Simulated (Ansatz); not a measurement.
Pt: single-point calculation (part 1 of 2)

The run: single-point calculation of Pt (slab, 12 atoms in the cell). Method and program: DFT PBE+D3(BJ), scalar-relativistic, plane waves, PAW, no spin polarisation (Ansatz 0.2.0).

The structure derives from an entry of the Crystallography Open Database. It belongs to a series of runs on one base structure; here: the slab at its places in the relaxed adsorbed structure. Figures and captions count atoms from 1; the log counts them from 0 in places.

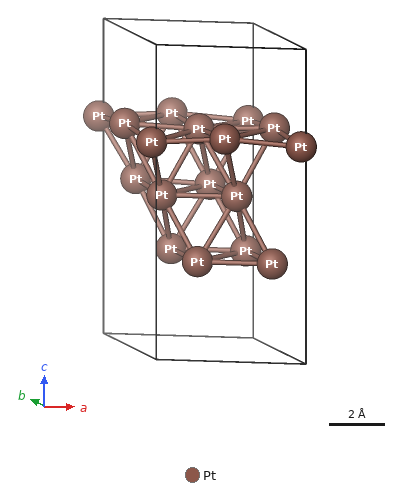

Fig. 1: The structure as given in the input (ball-and-stick view of the cell of the calculation, with the vacuum cut short, seen slightly off an axis). Near neighbours in the crystal (not all of them lie inside the picture): Pt has 9 Pt at 2.72 to 3.03 Å; Pt has 12 Pt at 2.72 to 3.03 Å.

## Summary

| quantity | value |
| --- | --- |
| outcome | converged |
| electrons treated | 216 |
| free energy | −150277.0826 eV |
| work function, top face | 5.67 eV |
| work function, bottom face | 5.69 eV |
| Fermi energy | 2.996 eV |
| gap on the k-point mesh | none (metallic) |
| work function (upper face) | 5.67 eV |
| largest force (length of the vector) | 0.909 eV/Å |
| hardware | 4 threads of Intel Xeon (Granite Rapids), 32 GiB of memory available, shared host |
| wall time | 11 s (CPU time 40 s) |
| peak memory | 1.8 GiB |

Spin–orbit coupling is left out, which matters for Pt.

## Input
```yaml
crystal:
  lattice:
    - [5.5557316927, 0.0, 0.0]
    - [-2.7778658463, 4.8114047825, 0.0]
    - [0.0, 0.0, 22.5362359316]
  atoms:
    - { symbol: Pt, position: [0.3333333333, 0.1666666667, 0.3549838591] }
    - { symbol: Pt, position: [0.3333333333, 0.6666666667, 0.3549838591] }
    - { symbol: Pt, position: [0.8333333333, 0.1666666667, 0.3549838591] }
    - { symbol: Pt, position: [0.8333333333, 0.6666666667, 0.3549838591] }
    - { symbol: Pt, position: [0.6582218476, 0.3433317433, 0.4577899156] }
    - { symbol: Pt, position: [0.6571555373, 0.843482778, 0.4561295175] }
    - { symbol: Pt, position: [0.1580797295, 0.3444025239, 0.4561643793] }
    - { symbol: Pt, position: [0.1603449194, 0.841253557, 0.4617826048] }
    - { symbol: Pt, position: [-0.0223179013, 0.5354301796, 0.5647996454] }
    - { symbol: Pt, position: [-0.0227463728, 0.0253700444, 0.5558083966] }
    - { symbol: Pt, position: [0.4724083957, 0.5303176529, 0.5598557977] }
    - { symbol: Pt, position: [0.4671001306, 0.0248101965, 0.5647177605] }
basis:
  ecutwfc: 420
kpoints:
  mp_grid: { grid: [4, 4, 1] }
hamiltonian:
  xc: pbe
  dispersion: d3bj
scf:
  occupations: { method: gaussian, width: 0.1 }
output:
  forces: true
  eigenvalues: true
  write_density: true
  volumetric_format: npy
efield:
  axis: 3
  dipole_correction: true
  ramp_width: 0.04
```

Command:
```bash
ansatz run input.yaml --threads 4 --pin off --max-ram 10240MiB --backend cpu --events-out ev --progress --plain --runs-dir out
```

## The program's output
```
Engine: ansatz 0.2.0, x86_64-unknown-linux-gnu
Pseudopotentials: kind: paw
Pseudopotential: Pt, paw, valence charge 18, recommended cutoff 420 eV (normal), Pt.paw.azcp
Functional definition: PBE
  parameter kappa = 0.804
  parameter beta = 0.06672455060314922
  exchange = pbe_x(kappa = kappa, mu = beta*pi^2/3)
  correlation = pbe_c(beta = beta)
Crystal: 12 atoms, lattice volume = 602.413 Å³
Basis set: ecut = 420 eV, 11763 PW (Γ), exchange–correlation on 80×80×320 points (8 copies of the dense FFT grid, shifted against one another)
Bands: 130, of which v1, the nominal top of the filled ones, is band 108 counted from 1 (107 counted from 0)
Symmetry: 1 space group operations
Space group: P1 (ITA 1), of the structure as read, at distance tolerance 8.4e-5 Å
k-points: 10 of 16 (time reversal used)
Non-local potential: Pt, projectors of the file, l = 0: 3, l = 1: 2, l = 2: 2, l = 3: 1
PAW form: soft (Blöchl's): semilocal exchange-correlation on the pseudo side does not see the compensation charge
PAW one-centre angular grid: Pt, 590 points (default); XC on 64 Gauss nodes
Initial density: superposition of atomic densities (neutral atoms: chi_scale 0, normalization atom), corrected by the library's trained network
Initial wavefunctions: pseudopotential atomic-orbital guess
Functional: x = pbe(κ = 0.804, μ = 0.2195149727645171), c = pbe(β = 0.06672455060314922)
SCF iter   1: F=—  HF=-150277.098585 eV  |F-HF|=—  |Δ(HF+E_count)|=         —  Δρ=7.41e-3  dr2=1.80e-1  ethr=1.77e-3  p=-0.000 e·Å  D=-2.25e-5 V/Å  ΔV_dip=0.00 eV  dr2_dipole=2.14e-3  V_vac-E_F(+/−)=5.40/5.40 eV  ⟨swp⟩=7.9  Hψ=5610  notcnv=0  defer=30
efield: sawtooth ramp at fractional position 0.9399 (placed from the atoms, in the widest stretch of the axis that holds none; the zero of the levels goes with the place), width 0.0400; the density the first Hamiltonian is built on has a dipole p = -0.000 e·Å; the dipole correction subtracts the counter field D = -2.25e-5 V/Å, which shifts the + side's vacuum level by +0.00 eV against the − side's; the planar-averaged density in the ramp window peaks in size at 1.1e-5 e/Å³
preconditioner: auto → LDOS  [metal: Δε(μ)=0.011 eV  Ē_g=6.989 eV  σ=0.100 eV  W_gap=0.06  n_scr=112 (ndim 8)  ℏωp=16.6 eV  f_vac=0.629  D(μ)=21.30/eV (n_scr^D=162)  β→1.0]
SCF iter   2: F=—  HF=-150277.145022 eV  |F-HF|=—  |Δ(HF+E_count)|=   4.64e-2  Δρ=6.66e-3  dr2=2.87e-1  ethr=8.34e-5  p=0.005 e·Å  D=1.48e-3 V/Å  ΔV_dip=-0.03 eV  dr2_dipole=2.84e-4  V_vac-E_F(+/−)=5.79/5.82 eV  ⟨swp⟩=3.1  Hψ=3378  notcnv=0  defer=114
SCF iter   3: F=—  HF=-150277.086180 eV  |F-HF|=—  |Δ(HF+E_count)|=   5.88e-2  Δρ=1.08e-3  dr2=1.73e-2  ethr=8.34e-5  p=0.002 e·Å  D=4.79e-4 V/Å  ΔV_dip=-0.01 eV  dr2_dipole=4.61e-7  V_vac-E_F(+/−)=5.64/5.65 eV  ⟨swp⟩=2.1  Hψ=1971  notcnv=0  defer=114
SCF iter   4: F=—  HF=-150277.083409 eV  |F-HF|=—  |Δ(HF+E_count)|=   2.77e-3  Δρ=4.21e-4  dr2=8.58e-4  ethr=7.99e-6  p=0.002 e·Å  D=7.48e-4 V/Å  ΔV_dip=-0.02 eV  dr2_dipole=7.59e-6  V_vac-E_F(+/−)=5.67/5.69 eV  ⟨swp⟩=2.0  Hψ=1790  notcnv=0  defer=114
SCF iter   5: F=—  HF=-150277.083203 eV  |F-HF|=—  |Δ(HF+E_count)|=   2.06e-4  Δρ=9.76e-5  dr2=2.24e-4  ethr=3.97e-7  p=0.002 e·Å  D=6.57e-4 V/Å  ΔV_dip=-0.01 eV  dr2_dipole=1.16e-6  V_vac-E_F(+/−)=5.67/5.69 eV  ⟨swp⟩=3.7  Hψ=2485  notcnv=0  defer=114
SCF iter   6: F=—  HF=-150277.083198 eV  |F-HF|=—  |Δ(HF+E_count)|=   5.04e-6  Δρ=5.81e-5  dr2=1.00e-4  ethr=1.04e-7  p=0.002 e·Å  D=6.74e-4 V/Å  ΔV_dip=-0.02 eV  dr2_dipole=4.29e-8  V_vac-E_F(+/−)=5.67/5.69 eV  ⟨swp⟩=1.1  Hψ=1187  notcnv=0  defer=114
SCF iter   7: F=—  HF=-150277.083203 eV  |F-HF|=—  |Δ(HF+E_count)|=   4.97e-6  Δρ=2.28e-5  dr2=9.98e-6  ethr=4.64e-8  p=0.002 e·Å  D=6.49e-4 V/Å  ΔV_dip=-0.01 eV  dr2_dipole=3.26e-10  V_vac-E_F(+/−)=5.67/5.69 eV  ⟨swp⟩=1.4  Hψ=1223  notcnv=0  defer=114
SCF iter   8: F=—  HF=-150277.082633 eV  |F-HF|=—  |Δ(HF+E_count)|=   5.69e-4  Δρ=7.95e-6  dr2=5.65e-7  ethr=4.62e-9  p=0.002 e·Å  D=6.71e-4 V/Å  ΔV_dip=-0.02 eV  dr2_dipole=5.18e-10  V_vac-E_F(+/−)=5.67/5.69 eV  ⟨swp⟩=2.0  Hψ=1796  notcnv=0  defer=99
SCF iter   9: F=—  HF=-150277.082634 eV  |F-HF|=—  |Δ(HF+E_count)|=   6.59e-7  Δρ=3.22e-6  dr2=1.28e-7  ethr=4.63e-11  p=0.002 e·Å  D=6.65e-4 V/Å  ΔV_dip=-0.01 eV  dr2_dipole=6.40e-15  V_vac-E_F(+/−)=5.67/5.69 eV  ⟨swp⟩=15.4  Hψ=6567  notcnv=0
SCF iter  10: F=-150277.082634 eV  HF=-150277.082634 eV  |F-HF|=3.46e-8  |Δ(HF+E_count)|=   1.26e-7  Δρ=1.80e-6  dr2=4.15e-8  ethr=4.63e-11  p=0.002 e·Å  D=6.69e-4 V/Å  ΔV_dip=-0.02 eV  dr2_dipole=4.27e-12  V_vac-E_F(+/−)=5.67/5.69 eV  ⟨swp⟩=7.3  Hψ=4179  notcnv=0
SCF 1 converged in 10 iterations: F = -150277.082634 eV  dr2 = 4.15e-8
  greatest PAW one-centre occupation: 1.000 electrons in one spin orbital (limit 2), on the Pt atom at site 5 (counted from 0), in its partial waves of l = 0
```

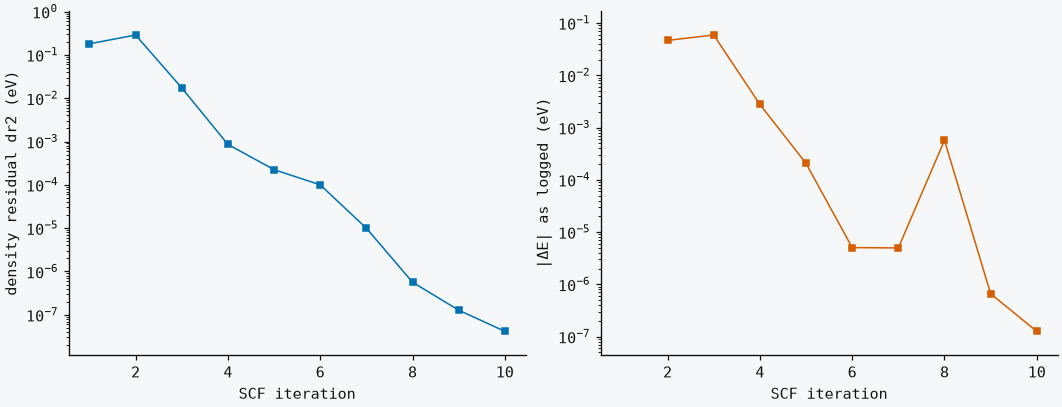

Fig. 2: Convergence of the self-consistent field: density residual dr2 and size of the energy change against the SCF iteration. The residual falls almost steadily, with no more than small rises.

```
SCF converged after 10 iterations
Free energy (F): -150277.082634 eV
Harris-Foulkes:  -150277.082634 eV  (|F-HF|=3.46e-8)
Internal energy: -150276.966563 eV  (E = F + TS)
E sigma→0 (E₀):  -150277.024598 eV
Entropy (-TS):   -0.116072 eV (-9.673 meV/atom)
Fermi energy:    2.995762 eV
Dipole field:    D = 0.000667 V/Å  (p = 0.002220 e·Å, saw-weighted, corrected)
Work function:   Φ+ = 5.6742 eV   Φ− = 5.6893 eV
Levels:          The Fermi level and band energies are counted from a zero that moves with the ramp; work functions are not
--- Per-component energies (eV) ---
  E_band       = -5832.128391
  E_kinetic    = 7634.090541
  E_local      = -310819.703452  (includes V_loc(G=0)·N_el)
  E_nonlocal   = 2402.773139
  E_hartree    = 151015.559172
  E_xc         = -3129.219216
  E_vxc        = -3617.007521  (∫ρ·V_xc dr)
  E_paw        = -113448.757260  (= ΣΔE_a)
  E_vpaw       = -3463.423316  (= ΣTr[D̂ρ^β])
  E_aug_tail   = 0.002399  (compensation charges beyond the density's cutoff)
  E_efield     = 0.000001  (sawtooth field / dipole correction)
  E_vefield    = 0.005877  (∫n·V_field dr)
  E_ewald      = 116074.379043
  E_disp       = -6.090930  (pairwise vdW)
  E_smearing   = -0.116072  (= −TS)
  E_closure    = 0.000000  (closes the sum)
  Σ components = -150277.082634   (vs F -150277.082634, Δ=0.00e0)
--- Forces (eV/Å), atoms counted from 1 ---
  atom   1  Pt     0.04007748    -0.17199934     0.10448897
  atom   2  Pt    -0.13601480     0.08026340     0.09685537
  atom   3  Pt    -0.02199634     0.01849780    -0.10444739
  atom   4  Pt     0.17133751     0.05352322     0.10333999
  atom   5  Pt     0.03792756    -0.02185313     0.37430945
  atom   6  Pt    -0.07996528    -0.01072133     0.22413238
  atom   7  Pt    -0.03474113     0.07429624     0.21535692
  atom   8  Pt    -0.05813821     0.02906587    -0.90648276
  atom   9  Pt    -0.08525748    -0.65034520    -0.25044447
  atom  10  Pt    -0.48968802     0.27862113     0.52310491
  atom  11  Pt     0.13476811    -0.08150245    -0.13496171
  atom  12  Pt     0.52169080     0.40215380    -0.24530086
  max |Σ_I F_I| component: 4.92e-5 eV/Å
--- Band table (eV; the first three rows and the last of 10) ---
```
